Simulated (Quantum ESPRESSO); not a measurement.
## Band-structure run, with input and output: Cl (part 2 of 3)

Cl (Cmce, 4 atoms in the cell); Kohn-Sham DFT of a periodic cell, r2SCAN, SG15 PBE 1.2, no spin polarisation (Quantum ESPRESSO 7.5); cutoff 789.13 eV, 7×7×4 k-mesh, fermi-dirac of 0.05 eV. The structure derives from an entry of the Crystallography Open Database.

Geometry of the input (Å; fractional positions):
```
3.1450  -2.2500  0.0000
3.1450  2.2500  0.0000
0.0000  0.0000  8.2100
Cl 0.3700  0.6300  0.4000
Cl 0.1300  0.8700  0.9000
Cl 0.6300  0.3700  0.6000
Cl 0.8700  0.1300  0.1000
```

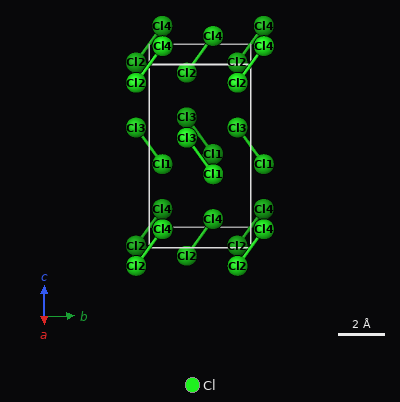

Figure 1. The structure as given in the input (ball-and-stick view of the cell 2 times as large as that of the calculation, set on its symmetry axes, seen at an oblique angle; atoms are numbered from 1 in the order of the input).

**What the program printed, continued**
```
     iteration #  3     ecut=    58.00 Ry     beta= 0.50
     Davidson diagonalization with overlap
     ethr =  8.36E-04,  avg # of iterations =  1.2

     total energy              =    -120.83759018 Ry
     estimated scf accuracy    <       0.00124807 Ry

     iteration #  4     ecut=    58.00 Ry     beta= 0.50
     Davidson diagonalization with overlap
     ethr =  4.46E-06,  avg # of iterations = 10.6

     total energy              =    -120.83890975 Ry
     estimated scf accuracy    <       0.00057700 Ry

     iteration #  5     ecut=    58.00 Ry     beta= 0.50
     Davidson diagonalization with overlap
     ethr =  2.06E-06,  avg # of iterations =  2.0

     total energy              =    -120.83900891 Ry
     estimated scf accuracy    <       0.00010294 Ry

     iteration #  6     ecut=    58.00 Ry     beta= 0.50
     Davidson diagonalization with overlap
     ethr =  3.68E-07,  avg # of iterations =  1.0

     total energy              =    -120.83902358 Ry
     estimated scf accuracy    <       0.00000830 Ry

     iteration #  7     ecut=    58.00 Ry     beta= 0.50
     Davidson diagonalization with overlap
     ethr =  2.96E-08,  avg # of iterations =  2.0

     total energy              =    -120.83902940 Ry
     estimated scf accuracy    <       0.00000224 Ry

     iteration #  8     ecut=    58.00 Ry     beta= 0.50
     Davidson diagonalization with overlap
     ethr =  7.99E-09,  avg # of iterations =  2.0

     total energy              =    -120.83903024 Ry
     estimated scf accuracy    <       0.00000092 Ry

     iteration #  9     ecut=    58.00 Ry     beta= 0.50
     Davidson diagonalization with overlap
     ethr =  3.27E-09,  avg # of iterations =  2.0

     total energy              =    -120.83903051 Ry
     estimated scf accuracy    <       0.00000011 Ry

     iteration # 10     ecut=    58.00 Ry     beta= 0.50
     Davidson diagonalization with overlap
     ethr =  3.82E-10,  avg # of iterations =  2.0

     End of self-consistent calculation

          k = 0.0000 0.0000 0.0000 (  5845 PWs)   bands (ev):

   -17.4301 -17.2238 -13.3245 -12.7858  -5.4942  -4.6911  -2.7265  -2.6054
    -2.2597  -2.2504  -0.7220  -0.4210  -0.1663  -0.0740   2.7973   3.3932
     7.4985   8.2537   9.5611  10.7643  11.0385

          k = 0.0000 0.0000 0.1289 (  5828 PWs)   bands (ev):

   -17.4021 -17.2565 -13.2461 -12.8656  -5.3935  -4.8355  -2.6394  -2.5705
    -2.2584  -2.2518  -0.7243  -0.5060  -0.1529  -0.0877   2.8437   3.2609
     7.7082   8.2804   9.8215  10.6752  11.0190

          k = 0.0000 0.0000-0.2578 (  5850 PWs)   bands (ev):

   -17.3316 -17.3315 -13.0566 -13.0565  -5.1343  -5.1342  -2.5446  -2.5446
    -2.2552  -2.2551  -0.6606  -0.6606  -0.1205  -0.1204   3.0113   3.0113
     8.1058   8.1059  10.3732  10.3733  11.0465

          k = 0.0961 0.1344 0.0000 (  5844 PWs)   bands (ev):

   -17.3938 -17.2064 -13.3014 -12.8191  -5.4893  -4.7349  -2.8469  -2.8177
    -2.3739  -2.3701  -0.5775  -0.3382  -0.2029  -0.1162   2.7984   3.3679
     7.9020   8.4875   9.9174  10.5767  10.9150

          k = 0.0961 0.1344 0.1289 (  5838 PWs)   bands (ev):

   -17.3682 -17.2359 -13.2311 -12.8905  -5.3933  -4.8663  -2.8413  -2.7418
    -2.3718  -2.3642  -0.5986  -0.4001  -0.1838  -0.1237   2.8650   3.2709
     8.0219   8.5083  10.1097  10.5417  11.0559

          k = 0.0961 0.1344-0.2578 (  5840 PWs)   bands (ev):

   -17.3040 -17.3039 -13.0614 -13.0613  -5.1464  -5.1464  -2.7539  -2.7538
    -2.3632  -2.3631  -0.5383  -0.5383  -0.1495  -0.1494   3.0527   3.0527
     8.3256   8.3257  10.4726  10.4727  11.1643

          k = 0.0961 0.1344-0.1289 (  5838 PWs)   bands (ev):

   -17.3682 -17.2359 -13.2311 -12.8905  -5.3933  -4.8663  -2.8412  -2.7418
    -2.3718  -2.3642  -0.5986  -0.4000  -0.1838  -0.1237   2.8650   3.2709
     8.0220   8.5083  10.1097  10.5417  11.0559

          k = 0.1923 0.2688 0.0000 (  5846 PWs)   bands (ev):

   -17.3046 -17.1723 -13.2379 -12.9095  -5.4566  -4.8788  -3.2536  -3.1503
    -2.5038  -2.4858  -0.4145  -0.3437  -0.2757  -0.1629   2.9113   3.3146
     8.7523   9.0937  10.0540  10.0897  11.1452

          k = 0.1923 0.2688 0.1289 (  5853 PWs)   bands (ev):

   -17.2861 -17.1926 -13.1901 -12.9581  -5.3705  -4.9540  -3.3081  -3.1423
    -2.5021  -2.4753  -0.4596  -0.3401  -0.1973  -0.1603   2.9607   3.2535
     8.7648   9.0690  10.1153  10.2745  11.1434

          k = 0.1923 0.2688-0.2578 (  5844 PWs)   bands (ev):

   -17.2403 -17.2402 -13.0746 -13.0744  -5.1591  -5.1590  -3.2466  -3.2465
    -2.4852  -2.4852  -0.3926  -0.3926  -0.1641  -0.1640   3.1020   3.1020
     8.9024   8.9025  10.3354  10.3355  11.3028

          k = 0.1923 0.2688-0.1289 (  5853 PWs)   bands (ev):

   -17.2861 -17.1926 -13.1901 -12.9581  -5.3705  -4.9540  -3.3080  -3.1423
    -2.5020  -2.4754  -0.4596  -0.3401  -0.1973  -0.1602   2.9607   3.2535
     8.7649   9.0689  10.1153  10.2746  11.1434

          k = 0.2884 0.4032 0.0000 (  5828 PWs)   bands (ev):

   -17.2115 -17.1634 -13.1442 -13.0287  -5.3416  -5.1179  -3.4828  -3.4155
    -2.5504  -2.5424  -0.4988  -0.4952  -0.1915  -0.1441   3.1076   3.2446
     9.0376   9.1048  10.4506  10.6598  11.5147

          k = 0.2884 0.4032 0.1289 (  5843 PWs)   bands (ev):

   -17.2045 -17.1705 -13.1279 -13.0463  -5.2743  -5.1043  -3.5808  -3.4892
    -2.5620  -2.5459  -0.4824  -0.4490  -0.1294  -0.0819   3.0846   3.1904
     9.1229   9.1873  10.4061  10.7759  11.1108

          k = 0.2884 0.4032-0.2578 (  5864 PWs)   bands (ev):

   -17.1876 -17.1875 -13.0877 -13.0876  -5.1467  -5.1466  -3.6215  -3.6215
    -2.5606  -2.5605  -0.4418  -0.4417  -0.0375  -0.0375   3.0977   3.0977
     9.2481   9.2482  10.5595  10.5596  11.1805

          k = 0.2884 0.4032-0.1289 (  5843 PWs)   bands (ev):

   -17.2045 -17.1705 -13.1279 -13.0463  -5.2743  -5.1043  -3.5808  -3.4892
    -2.5620  -2.5460  -0.4825  -0.4489  -0.1295  -0.0819   3.0846   3.1904
     9.1230   9.1872  10.4061  10.7759  11.1108

          k = 0.0961-0.1344 0.0000 (  5844 PWs)   bands (ev):

   -17.3938 -17.2064 -13.3014 -12.8191  -5.4893  -4.7349  -2.8469  -2.8177
    -2.3739  -2.3701  -0.5775  -0.3382  -0.2029  -0.1162   2.7984   3.3679
     7.9020   8.4875   9.9174  10.5767  10.9150

          k = 0.0961-0.1344 0.1289 (  5838 PWs)   bands (ev):

   -17.3682 -17.2359 -13.2311 -12.8905  -5.3933  -4.8663  -2.8412  -2.7418
    -2.3718  -2.3642  -0.5986  -0.4000  -0.1838  -0.1237   2.8650   3.2709
     8.0220   8.5083  10.1097  10.5417  11.0560

          k = 0.0961-0.1344-0.2578 (  5840 PWs)   bands (ev):

   -17.3040 -17.3039 -13.0614 -13.0613  -5.1464  -5.1464  -2.7539  -2.7538
    -2.3632  -2.3631  -0.5383  -0.5383  -0.1495  -0.1494   3.0527   3.0527
     8.3256   8.3257  10.4726  10.4727  11.1643

          k = 0.0961-0.1344-0.1289 (  5838 PWs)   bands (ev):

   -17.3682 -17.2359 -13.2311 -12.8905  -5.3933  -4.8663  -2.8413  -2.7418
    -2.3718  -2.3642  -0.5986  -0.4001  -0.1838  -0.1237   2.8650   3.2709
     8.0219   8.5083  10.1097  10.5417  11.0558

          k = 0.1923-0.0000 0.0000 (  5827 PWs)   bands (ev):

   -17.3876 -17.1919 -13.2937 -12.7910  -5.4697  -4.7296  -2.7959  -2.6924
    -2.6158  -2.5524  -0.6901  -0.4025  -0.2112  -0.1339   2.8398   3.3321
     8.1141   8.6813   9.6965  10.5485  11.4969

          k = 0.1923-0.0000 0.1289 (  5843 PWs)   bands (ev):

   -17.3609 -17.2228 -13.2204 -12.8653  -5.3784  -4.8644  -2.7209  -2.6652
    -2.5954  -2.5508  -0.7165  -0.5063  -0.1802  -0.1258   2.8780   3.2250
     8.2894   8.7335   9.9599  10.5330  11.4142

          k = 0.1923-0.0000-0.2578 (  5832 PWs)   bands (ev):

   -17.2940 -17.2938 -13.0434 -13.0433  -5.1411  -5.1410  -2.6529  -2.6528
    -2.5514  -2.5514  -0.6738  -0.6737  -0.1380  -0.1379   3.0182   3.0182
     8.6175   8.6176  10.4488  10.4489  11.5237

          k = 0.1923-0.0000-0.1289 (  5843 PWs)   bands (ev):

   -17.3609 -17.2228 -13.2204 -12.8653  -5.3784  -4.8644  -2.7209  -2.6652
    -2.5954  -2.5508  -0.7165  -0.5063  -0.1802  -0.1258   2.8780   3.2250
     8.2894   8.7335   9.9599  10.5330  11.4144

          k = 0.2884 0.1344 0.0000 (  5846 PWs)   bands (ev):

   -17.3224 -17.1551 -13.2489 -12.8318  -5.4423  -4.8053  -3.1146  -3.1130
    -2.7408  -2.5815  -0.6116  -0.4060  -0.3070  -0.1471   2.8731   3.2670
     8.8788   9.1869  10.0126  10.1574  11.0151

          k = 0.2884 0.1344 0.1289 (  5838 PWs)   bands (ev):

   -17.2993 -17.1811 -13.1879 -12.8933  -5.3619  -4.9152  -3.1379  -3.0704
    -2.6764  -2.5868  -0.6702  -0.4314  -0.2918  -0.1379   2.9149   3.1975
     8.9583   9.2928  10.1681  10.1960  11.1483

          k = 0.2884 0.1344-0.2578 (  5836 PWs)   bands (ev):

   -17.2418 -17.2417 -13.0409 -13.0407  -5.1530  -5.1529  -3.0906  -3.0906
    -2.6077  -2.6076  -0.6107  -0.6106  -0.1837  -0.1836   3.0423   3.0423
     9.1978   9.1978  10.3703  10.3704  11.2961

          k = 0.2884 0.1344-0.1289 (  5838 PWs)   bands (ev):

   -17.2993 -17.1812 -13.1879 -12.8933  -5.3619  -4.9152  -3.1378  -3.0705
    -2.6764  -2.5868  -0.6703  -0.4314  -0.2918  -0.1379   2.9149   3.1975
     8.9583   9.2927  10.1680  10.1961  11.1484

          k = 0.3846 0.2688 0.0000 (  5846 PWs)   bands (ev):

   -17.2364 -17.1318 -13.1816 -12.9339  -5.3806  -4.9782  -3.4392  -3.4178
    -2.7933  -2.6268  -0.5803  -0.5246  -0.1964  -0.1566   2.9714   3.2189
     9.2010   9.7444   9.9056  10.4647  11.6759

          k = 0.3846 0.2688 0.1289 (  5837 PWs)   bands (ev):

   -17.2216 -17.1477 -13.1456 -12.9705  -5.3130  -5.0166  -3.5150  -3.4138
    -2.7625  -2.6555  -0.6203  -0.3895  -0.2735  -0.1106   2.9926   3.1751
     9.3017   9.7617  10.1060  10.3933  11.2413

          k = 0.3846 0.2688-0.2578 (  5842 PWs)   bands (ev):

   -17.1853 -17.1852 -13.0584 -13.0582  -5.1522  -5.1522  -3.4939  -3.4938
    -2.7149  -2.7148  -0.4961  -0.4960  -0.1670  -0.1670   3.0732   3.0732
     9.5755   9.5756  10.3783  10.3784  11.0855

          k = 0.3846 0.2688-0.1289 (  5837 PWs)   bands (ev):

   -17.2216 -17.1477 -13.1456 -12.9705  -5.3129  -5.0166  -3.5150  -3.4139
    -2.7624  -2.6555  -0.6203  -0.3895  -0.2736  -0.1105   2.9926   3.1751
     9.3017   9.7617  10.1061  10.3933  11.2413

          k =-0.1923-0.5376 0.0000 (  5840 PWs)   bands (ev):

   -17.1773 -17.1590 -13.0982 -13.0619  -5.2326  -5.2167  -3.4741  -3.4158
    -2.8402  -2.6730  -0.6129  -0.4812  -0.1640  -0.1106   3.1450   3.1778
     9.1995   9.6989  10.1988  11.4360  11.5630

          k =-0.1923-0.5376 0.1289 (  5843 PWs)   bands (ev):

   -17.1746 -17.1616 -13.0934 -13.0678  -5.1956  -5.1705  -3.5433  -3.5032
    -2.8436  -2.7179  -0.5626  -0.3718  -0.1682  -0.0651   3.1092   3.1397
     9.3108   9.7061  10.3600  11.2623  11.2865

          k =-0.1923-0.5376-0.2578 (  5858 PWs)   bands (ev):

   -17.1681 -17.1680 -13.0813 -13.0811  -5.1381  -5.1381  -3.6052  -3.6052
    -2.8013  -2.8012  -0.4216  -0.4215  -0.0637  -0.0637   3.0863   3.0863
     9.5643   9.5644  10.8430  10.8435  11.1323

          k =-0.1923-0.5376-0.1289 (  5843 PWs)   bands (ev):

   -17.1746 -17.1616 -13.0934 -13.0678  -5.1956  -5.1706  -3.5432  -3.5032
    -2.8436  -2.7179  -0.5626  -0.3717  -0.1682  -0.0650   3.1092   3.1397
     9.3108   9.7061  10.3600  11.2624  11.2866

          k =-0.0961-0.4032 0.0000 (  5852 PWs)   bands (ev):

   -17.2395 -17.1680 -13.1787 -12.9995  -5.3992  -5.0193  -3.2770  -3.1782
    -2.8301  -2.6448  -0.4864  -0.3610  -0.2129  -0.0848   3.0449   3.2911
     9.2319   9.4537  10.3382  10.4242  11.6081

          k =-0.0961-0.4032 0.1289 (  5842 PWs)   bands (ev):

   -17.2292 -17.1787 -13.1530 -13.0263  -5.3189  -5.0378  -3.3627  -3.2384
    -2.8216  -2.6795  -0.4285  -0.2997  -0.1182  -0.1162   3.0468   3.2297
     9.2322   9.4184  10.2413  10.7502  11.4767

          k =-0.0961-0.4032-0.2578 (  5848 PWs)   bands (ev):

   -17.2042 -17.2041 -13.0903 -13.0902  -5.1476  -5.1475  -3.3744  -3.3743
    -2.7608  -2.7607  -0.3090  -0.3090  -0.0826  -0.0825   3.1078   3.1078
     9.2870   9.2871  10.6371  10.6372  11.3350

          k =-0.0961-0.4032-0.1289 (  5842 PWs)   bands (ev):

   -17.2292 -17.1787 -13.1530 -13.0263  -5.3189  -5.0378  -3.3628  -3.2384
    -2.8216  -2.6795  -0.4285  -0.2997  -0.1183  -0.1162   3.0468   3.2297
     9.2322   9.4184  10.2413  10.7501  11.4755

          k =-0.0000-0.2688 0.0000 (  5841 PWs)   bands (ev):

   -17.3347 -17.1904 -13.2622 -12.8980  -5.4798  -4.8329  -3.0139  -2.9692
    -2.6152  -2.4715  -0.3506  -0.3216  -0.2691  -0.0765   2.8508   3.3585
     8.3893   8.9228  10.2507  10.7631  10.8368

          k =-0.0000-0.2688 0.1289 (  5830 PWs)   bands (ev):

   -17.3146 -17.2127 -13.2093 -12.9519  -5.3867  -4.9244  -3.0861  -2.9193
    -2.5955  -2.4941  -0.3832  -0.2849  -0.2072  -0.1118   2.9221   3.2884
     8.4093   8.8327  10.4183  10.7713  11.0729

          k =-0.0000-0.2688-0.2578 (  5860 PWs)   bands (ev):

   -17.2648 -17.2647 -13.0811 -13.0810  -5.1565  -5.1564  -3.0154  -3.0153
    -2.5463  -2.5462  -0.2784  -0.2783  -0.1976  -0.1976   3.1065   3.1065
     8.5799   8.5800  10.8441  10.8442  11.0602

          k =-0.0000-0.2688-0.1289 (  5830 PWs)   bands (ev):

   -17.3146 -17.2127 -13.2093 -12.9519  -5.3867  -4.9244  -3.0861  -2.9193
    -2.5955  -2.4941  -0.3832  -0.2849  -0.2073  -0.1118   2.9221   3.2885
     8.4092   8.8327  10.4183  10.7712  11.0733

          k = 0.1923-0.2688 0.0000 (  5846 PWs)   bands (ev):

   -17.3046 -17.1723 -13.2379 -12.9095  -5.4566  -4.8788  -3.2536  -3.1503
    -2.5038  -2.4858  -0.4145  -0.3437  -0.2757  -0.1629   2.9113   3.3146
     8.7523   9.0937  10.0540  10.0897  11.1452

          k = 0.1923-0.2688 0.1289 (  5853 PWs)   bands (ev):

   -17.2861 -17.1926 -13.1901 -12.9581  -5.3705  -4.9540  -3.3080  -3.1423
    -2.5020  -2.4754  -0.4596  -0.3401  -0.1973  -0.1602   2.9607   3.2535
     8.7649   9.0689  10.1153  10.2746  11.1434

          k = 0.1923-0.2688-0.2578 (  5844 PWs)   bands (ev):

   -17.2403 -17.2402 -13.0746 -13.0744  -5.1591  -5.1590  -3.2466  -3.2465
    -2.4852  -2.4852  -0.3926  -0.3926  -0.1641  -0.1640   3.1020   3.1020
     8.9024   8.9025  10.3354  10.3355  11.3028

          k = 0.1923-0.2688-0.1289 (  5853 PWs)   bands (ev):

   -17.2861 -17.1926 -13.1901 -12.9581  -5.3705  -4.9540  -3.3081  -3.1423
    -2.5021  -2.4753  -0.4596  -0.3401  -0.1973  -0.1603   2.9607   3.2535
     8.7648   9.0690  10.1153  10.2745  11.1434

          k = 0.2884-0.1344 0.0000 (  5846 PWs)   bands (ev):

   -17.3224 -17.1551 -13.2489 -12.8318  -5.4423  -4.8053  -3.1146  -3.1130
    -2.7408  -2.5815  -0.6116  -0.4060  -0.3070  -0.1471   2.8731   3.2670
     8.8788   9.1869  10.0126  10.1574  11.0150

          k = 0.2884-0.1344 0.1289 (  5838 PWs)   bands (ev):

   -17.2993 -17.1812 -13.1879 -12.8933  -5.3619  -4.9152  -3.1378  -3.0705
    -2.6764  -2.5868  -0.6703  -0.4314  -0.2918  -0.1379   2.9149   3.1975
     8.9583   9.2927  10.1680  10.1961  11.1484

          k = 0.2884-0.1344-0.2578 (  5836 PWs)   bands (ev):

   -17.2418 -17.2417 -13.0409 -13.0407  -5.1530  -5.1529  -3.0906  -3.0906
    -2.6077  -2.6076  -0.6107  -0.6106  -0.1837  -0.1836   3.0423   3.0423
     9.1978   9.1978  10.3703  10.3704  11.2961

          k = 0.2884-0.1344-0.1289 (  5838 PWs)   bands (ev):

   -17.2993 -17.1811 -13.1879 -12.8933  -5.3619  -4.9152  -3.1379  -3.0704
    -2.6764  -2.5868  -0.6702  -0.4314  -0.2918  -0.1379   2.9149   3.1975
     8.9583   9.2928  10.1681  10.1960  11.1483

          k = 0.3846-0.0000 0.0000 (  5854 PWs)   bands (ev):

   -17.2897 -17.1191 -13.2238 -12.8032  -5.4019  -4.8139  -3.3409  -3.0670
    -2.9003  -2.8668  -0.7652  -0.5794  -0.3910  -0.0710   2.8879   3.2000
     9.3055   9.5194   9.7928  10.5723  10.6925

          k = 0.3846-0.0000 0.1289 (  5852 PWs)   bands (ev):
```
